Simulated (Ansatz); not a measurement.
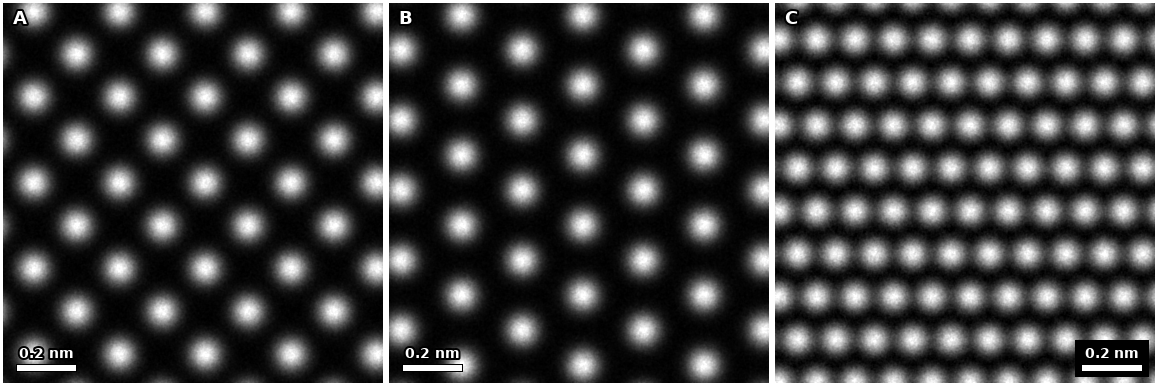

Three views of W (Fd-3m, No. 227) along different zone axes. Simulation: incoherent imaging, intensity Z^1.6 per atom, probe width 0.83 Å, thin sample. The probe carries 15 % of its weight in a tail 2.5 times as wide. Shot noise was added. Structure used: coordinates from a relaxation with Ansatz, DFT, RPBE, plane waves (420 eV) with PAW, scalar-relativistic; the starting structure was generated, so it need not be a known form of this composition.

Space group Fd-3m:1 (No. 227). a = 5.868 Å, b = 5.868 Å, c = 5.868 Å, α = 90.00°, β = 90.00°, γ = 90.00°
```
atom  site  symmetry       x       y       z
   W    8b      -43m  0.2500  0.2500  0.7500
```

### Match the panels to the zone axes [001], [111] and [210].

A is [001]: projected cell 2.07 × 2.07 Å, 90°, plane group p4mm. B is [111]: projected cell 2.40 × 2.40 Å, 120°, plane group p6mm. C is [210]: projected cell 1.31 × 1.61 Å, 114°, plane group c2mm.
